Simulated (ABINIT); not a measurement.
**Al$_{2}$Pt: phonon calculation (part 2 of 2)**

The same run, continued: Al$_{2}$Pt (Fm-3m, 3 atoms in the cell); Kohn-Sham DFT of a periodic cell, PBE, JTH PAW PBE v2.0, no spin polarisation (ABINIT 10.8.3); cutoff 435.38 eV, 10×10×10 k-mesh, methfessel-paxton of 0.1 eV. The structure derives from an entry of the Crystallography Open Database.

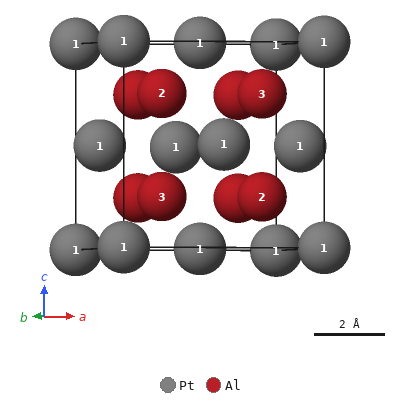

Figure 1. The structure (spheres-only view of the cell 4 times as large as that of the calculation, set on its symmetry axes, seen at an oblique angle; atoms are numbered from 1 in the order of the input).

Log, continued
```
 cartesian forces (eV/Angstrom) at end:
    1     -0.00000000000000     0.00000000000000     0.00000000000000
    2      0.00000000000000    -0.00000000000000    -0.00000000000000
    3     -0.00000000000000     0.00000000000000    -0.00000000000000
 frms,max,avg= 6.9725775E-30 1.4042936E-29   0.000E+00  0.000E+00  0.000E+00 e/A
 length scales=  1.000000000000  1.000000000000  1.000000000000 bohr
              =  0.529177210544  0.529177210544  0.529177210544 angstroms
 Fermi (or HOMO) energy (hartree) =   0.27950   Average Vxc (hartree)=  -0.37176
 Eigenvalues (hartree) for nkpt=  47  k points:
 kpt#   1, nband= 16, wtk=  0.00100, kpt=  0.0000  0.0000  0.0000 (reduced coord)
  -0.09083    0.09839    0.09839    0.09839    0.14741    0.14741    0.38602    0.42096
   0.42096    0.42096    0.47551    0.47551    0.47551    0.51288    0.51288    0.51288
      occupation numbers for kpt#   1
   2.00000    2.00000    2.00000    2.00000    2.00000    2.00000    0.00000    0.00000
   0.00000    0.00000    0.00000    0.00000    0.00000    0.00000    0.00000    0.00000
 prteigrs : prtvol=0 or 1, do not print more k-points.

--- !EnergyTerms
iteration_state     : {dtset: 1, }
comment             : Components of total free energy in Hartree
kinetic             :  9.00452815554610E+00
hartree             :  6.41846382344291E+00
xc                  : -4.98572654230039E+00
Ewald energy        : -2.92365455718154E+01
psp_core            :  1.11008999955110E+00
local_psp           : -1.80898389641789E+01
PAW spherical_terms :  4.44888716106173E+00
internal            : -3.13301419386929E+01
'-kT*entropy'       : -4.32522537975961E-06
total_energy        : -3.13301462639183E+01
total_energy_eV     : -8.52536711130558E+02
...

--- !EnergyTermsDC
iteration_state     : {dtset: 1, }
comment             : '"Double-counting" decomposition of free energy'
band_energy         :  2.02058527614399E+00
Ewald energy        : -2.92365455718154E+01
psp_core            :  1.11008999955110E+00
xc_dc               : -5.90150744610515E+00
PAW spherical_terms :  6.77233558327133E-01
internal            : -3.13301441838983E+01
'-kT*entropy'       : -4.32522537975961E-06
total_energy_dc     : -3.13301485091237E+01
total_energy_dc_eV  : -8.52536772225712E+02
...

--- !EnergyTermsWithPAWCore
iteration_state     : {dtset: 1, }
comment             : 'Components of total free energy, including PAW core contributions'
Total energy        : -1.88994822104453E+04
Total energy DC     : -1.88994822126906E+04
Total energy (eV)   : -5.14281110277475E+05
Total energy DC (eV): -5.14281110338570E+05
...

 Cartesian components of stress tensor (hartree/bohr^3)
  sigma(1 1)= -2.69875805E-06  sigma(3 2)=  0.00000000E+00
  sigma(2 2)= -2.69875805E-06  sigma(3 1)=  0.00000000E+00
  sigma(3 3)= -2.69875805E-06  sigma(2 1)=  0.00000000E+00

-Cartesian components of stress tensor (GPa)         [Pressure=  7.9400E-02 GPa]
- sigma(1 1)= -7.94002032E-02  sigma(3 2)=  0.00000000E+00
- sigma(2 2)= -7.94002032E-02  sigma(3 1)=  0.00000000E+00
- sigma(3 3)= -7.94002032E-02  sigma(2 1)=  0.00000000E+00

================================================================================
== DATASET  2 ==================================================================

--- !DatasetInfo
iteration_state: {dtset: 2, }
dimensions: {natom: 3, nkpt: 504, mband: 16, nsppol: 1, nspinor: 1, nspden: 1, mpw: 1106, }
cutoff_energies: {ecut:  16.0, pawecutdg:  32.0, }
electrons: {nelect:   1.60000000E+01, charge:   0.00000000E+00, occopt:   6.00000000E+00, tsmear:   3.67493222E-03, }
meta: {optdriver: 1, rfphon: 1, }
...

 mkfilename : getwfk/=0, take file _WFK from output of DATASET   1.

 Exchange-correlation functional for the present dataset will be:
  GGA: Perdew-Burke-Ernzerhof functional - ixc=11
  J.P.Perdew, K.Burke, M.Ernzerhof, PRL 77, 3865 (1996)

 Real(R)+Recip(G) space primitive vectors, cartesian coordinates (Bohr,Bohr^-1):
 R(1)=  0.0000000  5.6167822  5.6167822  G(1)= -0.0890189  0.0890189  0.0890189
 R(2)=  5.6167822  0.0000000  5.6167822  G(2)=  0.0890189 -0.0890189  0.0890189
 R(3)=  5.6167822  5.6167822  0.0000000  G(3)=  0.0890189  0.0890189 -0.0890189
 Unit cell volume ucvol=  3.5439921E+02 bohr^3
 Angles (23,13,12)=  6.00000000E+01  6.00000000E+01  6.00000000E+01 degrees
 setup1 : take into account q-point for computing boxcut.

 Coarse grid specifications (used for wave-functions):

 getcut: wavevector=  0.0000  0.0000  0.0000  ngfft=  30  30  30
         ecut(hartree)=     16.000   => boxcut(ratio)=   2.09979

 Fine grid specifications (used for densities):

 getcut: wavevector=  0.0000  0.0000  0.0000  ngfft=  45  45  45
         ecut(hartree)=     32.000   => boxcut(ratio)=   2.17525
--------------------------------------------------------------------------------

 ==>  initialize data related to q vector <==

 The list of irreducible perturbations for this q vector is:
    1)    idir= 1    ipert=   1
    2)    idir= 1    ipert=   2

================================================================================

 The perturbation idir=   2  ipert=   1 is
 symmetric of a previously calculated perturbation.
 So, its SCF calculation is not needed.

 The perturbation idir=   3  ipert=   1 is
 symmetric of a previously calculated perturbation.
 So, its SCF calculation is not needed.

 The perturbation idir=   2  ipert=   2 is
 symmetric of a previously calculated perturbation.
 So, its SCF calculation is not needed.

 The perturbation idir=   3  ipert=   2 is
 symmetric of a previously calculated perturbation.
 So, its SCF calculation is not needed.

 The perturbation idir=   1  ipert=   3 is
 symmetric of a previously calculated perturbation.
 So, its SCF calculation is not needed.

 The perturbation idir=   2  ipert=   3 is
 symmetric of a previously calculated perturbation.
 So, its SCF calculation is not needed.

 The perturbation idir=   3  ipert=   3 is
 symmetric of a previously calculated perturbation.
 So, its SCF calculation is not needed.

--------------------------------------------------------------------------------
 Perturbation wavevector (in red.coord.)   0.000000  0.000000  0.000000
 Perturbation : displacement of atom   1   along direction   1
 Found     4 symmetries that leave the perturbation invariant.
 symkpt : the number of k-points, thanks to the symmetries,
 is reduced to   171 .

--------------------------------------------------------------------------------

--------------------------------------------------------------------------------

 dfpt_looppert : total number of electrons, from k and k+q
  fully or partially occupied states are    1.600000E+01 and    1.600000E+01.
 Initialisation of the first-order wave-functions :
  ireadwf=   0

--- !BeginCycle
iteration_state: {dtset: 2, }
solver: {iscf: 7, nstep: 80, nline: 4, wfoptalg: 10, }
tolerances: {tolvrs: 1.00E-08, }
...

     iter   2DEtotal(Ha)        deltaE(Ha) residm    vres2
-ETOT  1   539.35001060387     -4.194E+02 2.546E+00 2.676E+06
 ETOT  2   41.962672650128     -4.974E+02 8.658E-01 1.731E+05
 ETOT  3   5.9701895618933     -3.599E+01 3.462E-01 6.791E+02
 ETOT  4   5.7480911701972     -2.221E-01 1.657E-02 1.586E+02
 ETOT  5   5.7105893654249     -3.750E-02 4.400E-03 3.306E+00
 ETOT  6   5.7096085415197     -9.808E-04 6.540E-04 8.485E-01
 ETOT  7   5.7094098459811     -1.987E-04 3.508E-04 2.782E-02
 ETOT  8   5.7094067963755     -3.050E-06 4.150E-05 3.852E-02
 ETOT  9   5.7093984753858     -8.321E-06 3.998E-05 2.078E-04
 ETOT 10   5.7093983979920     -7.739E-08 3.927E-06 2.243E-05
 ETOT 11   5.7093983947212     -3.271E-09 4.101E-06 1.096E-06
 ETOT 12   5.7093983944546     -2.666E-10 4.034E-07 2.244E-07
 ETOT 13   5.7093983943427     -1.119E-10 4.355E-07 1.268E-08
 ETOT 14   5.7093983942845     -5.821E-11 4.210E-08 2.713E-09

 At SCF step   14       vres2   =  2.71E-09 < tolvrs=  1.00E-08 =>converged.
================================================================================

 ----iterations are completed or convergence reached----

 Mean square residual over all n,k,spin=   29.824E-12; max=  42.100E-09

 2DEtotal=    0.5709398394E+01 Ha. Also 2DEtotal=    0.155360644939E+03 eV
    (2DErelax=   -9.5307555122E+02 Ha. 2DEnonrelax=    9.5878494961E+02 Ha)
    (  non-var. 2DEtotal :    5.7087317894E+00 Ha)

--------------------------------------------------------------------------------
 Perturbation wavevector (in red.coord.)   0.000000  0.000000  0.000000
 Perturbation : displacement of atom   2   along direction   1
 Found     2 symmetries that leave the perturbation invariant.
 symkpt : the number of k-points, thanks to the symmetries,
 is reduced to   282 .

--------------------------------------------------------------------------------

--------------------------------------------------------------------------------

 dfpt_looppert : total number of electrons, from k and k+q
  fully or partially occupied states are    1.600000E+01 and    1.600000E+01.
 Initialisation of the first-order wave-functions :
  ireadwf=   0

--- !BeginCycle
iteration_state: {dtset: 2, }
solver: {iscf: 7, nstep: 80, nline: 4, wfoptalg: 10, }
tolerances: {tolvrs: 1.00E-08, }
...

     iter   2DEtotal(Ha)        deltaE(Ha) residm    vres2
-ETOT  1   9.5143714700380     -1.542E+01 5.171E-01 2.854E+04
 ETOT  2   4.7317529505536     -4.783E+00 3.100E-02 3.091E+03
 ETOT  3   4.1728053934386     -5.589E-01 2.095E-02 1.920E+01
 ETOT  4   4.1689849539971     -3.820E-03 2.294E-03 5.352E-01
 ETOT  5   4.1688578152074     -1.271E-04 1.201E-03 3.023E-02
 ETOT  6   4.1688506720276     -7.143E-06 2.072E-04 2.448E-03
 ETOT  7   4.1688501195074     -5.525E-07 1.497E-04 3.885E-04
 ETOT  8   4.1688499695747     -1.499E-07 2.697E-05 4.782E-05
 ETOT  9   4.1688499590357     -1.054E-08 2.035E-05 3.128E-06
 ETOT 10   4.1688499586002     -4.355E-10 3.766E-06 3.958E-06
 ETOT 11   4.1688499571044     -1.496E-09 2.882E-06 2.230E-08
 ETOT 12   4.1688499570830     -2.143E-11 5.418E-07 2.774E-09

 At SCF step   12       vres2   =  2.77E-09 < tolvrs=  1.00E-08 =>converged.
================================================================================

 ----iterations are completed or convergence reached----

 Mean square residual over all n,k,spin=   17.263E-11; max=  54.176E-08

 2DEtotal=    0.4168849957E+01 Ha. Also 2DEtotal=    0.113440186384E+03 eV
    (2DErelax=   -2.0769356182E+01 Ha. 2DEnonrelax=    2.4938206139E+01 Ha)
    (  non-var. 2DEtotal :    4.1688454974E+00 Ha)

================================================================================

 ---- first-order wavefunction calculations are completed ----

 ==> Compute Derivative Database <==

  Dynamical matrix, in cartesian coordinates,
   if specified in the inputs, asr has been imposed
     j1       j2             matrix element
  dir pert dir pert     real part    imaginary part

   1    1   1    1         0.0854529241        -0.0000000000
   1    1   1    2        -0.0427264620         0.0000000000
   1    1   1    3        -0.0427264620        -0.0000000000

   2    1   2    1         0.0854529241        -0.0000000000
   2    1   2    2        -0.0427264620        -0.0000000000
   2    1   2    3        -0.0427264620         0.0000000000

   3    1   3    1         0.0854529241        -0.0000000000
   3    1   3    2        -0.0427264620         0.0000000000
   3    1   3    3        -0.0427264620        -0.0000000000

   1    2   1    1        -0.0427267024        -0.0000000000
   1    2   1    2         0.0660089778         0.0000000000
   1    2   1    3        -0.0232822754         0.0000000000

   2    2   2    1        -0.0427267024         0.0000000000
   2    2   2    2         0.0660089778        -0.0000000000
   2    2   2    3        -0.0232822754         0.0000000000

   3    2   3    1        -0.0427267024        -0.0000000000
   3    2   3    2         0.0660089778         0.0000000000
   3    2   3    3        -0.0232822754         0.0000000000

   1    3   1    1        -0.0427267024         0.0000000000
   1    3   1    2        -0.0232822754         0.0000000000
   1    3   1    3         0.0660089778        -0.0000000000

   2    3   2    1        -0.0427267024        -0.0000000000
   2    3   2    2        -0.0232822754         0.0000000000
   2    3   2    3         0.0660089778         0.0000000000

   3    3   3    1        -0.0427267024         0.0000000000
   3    3   3    2        -0.0232822754         0.0000000000
   3    3   3    3         0.0660089778        -0.0000000000

  Phonon wavevector (reduced coordinates) :  0.00000  0.00000  0.00000
 Phonon energies in Hartree :
   0.000000E+00  0.000000E+00  0.000000E+00  1.053093E-03  1.053093E-03
   1.053093E-03  1.347383E-03  1.347383E-03  1.347383E-03
 Phonon frequencies in cm-1    :
   0.000000E+00  0.000000E+00  0.000000E+00  2.311273E+02  2.311273E+02
   2.311273E+02  2.957164E+02  2.957164E+02  2.957164E+02

== END DATASET(S) ==============================================================
================================================================================

 -outvars: echo values of variables after computation  --------
            acell      1.0000000000E+00  1.0000000000E+00  1.0000000000E+00 Bohr
           etotal1    -3.1330148509E+01
           etotal2     4.1688499571E+00
            fcart1    -7.8026180143E-32  1.5605236029E-32  6.2420944114E-32
                       2.7309163050E-31 -1.4824974227E-31 -7.8026180143E-33
                      -1.9506545036E-31  1.3264450624E-31 -5.4618326100E-32
            fcart2     0.0000000000E+00  0.0000000000E+00  0.0000000000E+00
                       0.0000000000E+00  0.0000000000E+00  0.0000000000E+00
                       0.0000000000E+00  0.0000000000E+00  0.0000000000E+00
            rprim      0.0000000000E+00  5.6167821833E+00  5.6167821833E+00
                       5.6167821833E+00  0.0000000000E+00  5.6167821833E+00
                       5.6167821833E+00  5.6167821833E+00  0.0000000000E+00
           strten1    -2.6987580535E-06 -2.6987580535E-06 -2.6987580535E-06
                       0.0000000000E+00  0.0000000000E+00  0.0000000000E+00
           strten2     0.0000000000E+00  0.0000000000E+00  0.0000000000E+00
                       0.0000000000E+00  0.0000000000E+00  0.0000000000E+00
           xangst      0.0000000000E+00  0.0000000000E+00  0.0000000000E+00
                       4.4584096920E+00  4.4584096920E+00  4.4584096920E+00
                       1.4861365640E+00  1.4861365640E+00  1.4861365640E+00
             xred      0.0000000000E+00  0.0000000000E+00  0.0000000000E+00
                       7.5000000000E-01  7.5000000000E-01  7.5000000000E-01
                       2.5000000000E-01  2.5000000000E-01  2.5000000000E-01
 Calculation completed.
```

The run was set up as follows.

Input
```
# Datasets
ndtset 2

# Pseudopotentials
pp_dirpath "./"
pseudos "Pt.GGA_PBE-JTH.xml, Al.GGA_PBE-JTH.xml"

# Structure
acell 3*1.0
rprim
     0.0000000000     5.6167821833     5.6167821833
     5.6167821833     0.0000000000     5.6167821833
     5.6167821833     5.6167821833     0.0000000000
ntypat 2
znucl 78 13
natom 3
typat 1 2 2
chkprim 0
chksymtnons 0
tolsym 1.0e-6
xred
            0.0            0.0            0.0
            3/4            3/4            3/4
            1/4            1/4            1/4

# Plane-wave basis
ecut 16.0
pawecutdg 32.0
pawxcdev 0
ecutsm 0.5

# k points
ngkpt 10 10 10
nshiftk 1
shiftk 0.0 0.0 0.0

# Exchange and correlation
ixc 11

# Bands and occupations
nband 16
occopt 6
tsmear 0.1 eV

# SCF cycle
nstep 80

# Output
prteig 0
prtebands 0
prtwf 0
prtden 0
prtpot 0

# Dataset 1: ground state
kptopt1 1
tolvrs1 1.0e-11
prtwf1 1
tolwfr1 1.0e-14
nbdbuf1 4
nline1 6

# Dataset 2: response at q = 0 to atomic displacements
rfphon2 1
rfatpol2 1 3
rfdir2 1 1 1
getwfk2 1
kptopt2 2
nqpt2 1
qpt2 0.0 0.0 0.0
tolvrs2 1.0e-8
```

File mrgddb.in
```
merged_DDB
Al2Pt
2
runo_DS1_DDB
runo_DS2_DDB
```

File anaddb.abi
```
ddb_filepath "merged_DDB"
output_file "anaddb.abo"
outdata_prefix "ana"
asr 1
chneut 0
dipdip 0
dieflag 0
enunit 0
eivec 1
nph1l 1
qph1l 0.0 0.0 0.0 1.0
```

Command:
```bash
abinit run.abi > log 2>&1
mrgddb < mrgddb.in > mrgddb.log 2>&1
anaddb anaddb.abi > anaddb.log 2>&1
```

Summary

```tsv
quantity	value
outcome	converged
space group (tolerance 0.01 Å)	Fm-3m (225)
electrons treated	16
free energy	−852.5368 eV
Fermi energy of the self-consistent step	7.606 eV
gap on the k-point mesh	none (metallic)
pressure	0.08 GPa
largest force (length of the vector)	under 0.001 eV/Å
hardware	1 thread of Intel Xeon (Sapphire Rapids), 64 GiB of memory available, shared host
wall time	6.5 min
peak memory	0.86 GiB
```

Notes

Spin–orbit coupling is left out, which matters for Pt.
